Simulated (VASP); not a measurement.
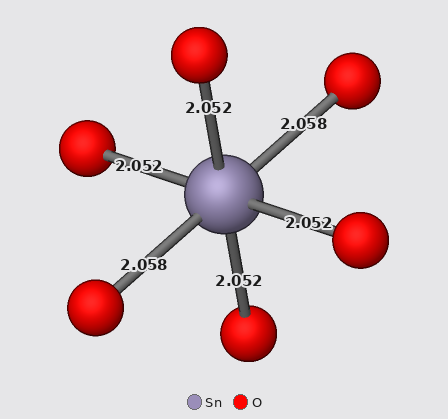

The surroundings of site Sn1 (at 0.500, 0.500, 0.500) in SnO$_{2}$ in space group P4_2/mnm, with bond lengths in Å.

Origin of the cell: an entry of the Crystallography Open Database, as set up for an electronic-structure calculation.

```
CELL_PARAMETERS angstrom
4.73800 0.00000 0.00000
0.00000 4.73800 0.00000
0.00000 0.00000 3.18650
ATOMIC_POSITIONS crystal
Sn 0.50000 0.50000 0.50000
Sn 0.00000 0.00000 0.00000
O 0.80710 0.19290 0.50000
O 0.69290 0.69290 0.00000
O 0.19290 0.80710 0.50000
O 0.30710 0.30710 0.00000
```

Bond valence s = exp((R0 − d)/b), R0 fitted to published crystal structures with b = 0.37 Å, summed over all anions within 5 Å; R0 in Å: Sn2+–O 1.962; Sn4+–O 1.887.

> Which oxidation state of Sn do these bonds support?

With the Sn2+ parameters the computed sum is 4 × 0.784 + 2 × 0.771 = 4.68. With the Sn4+ parameters the computed sum is 4 × 0.640 + 2 × 0.630 = 3.82. The sum matches its own assumption best for Sn4+, which also balances the formula's charge.

> And over the whole structure?

```json
{"site": "Sn1", "x, y, z": "0.500, 0.500, 0.500", "formal valence": "+4", "bond-valence sum": "3.91", "difference": "-0.09"}
{"site": "O1", "x, y, z": "0.807, 0.193, 0.500", "formal valence": "−2", "bond-valence sum": "1.95", "difference": "-0.05"}
```

These sums include all anions within 5 Å. The global instability index (root mean square of the differences over all atoms) is 0.07 v.u.: little strain. The cell was not relaxed for this table, and a volume that is off by a few per cent shifts all sums together.
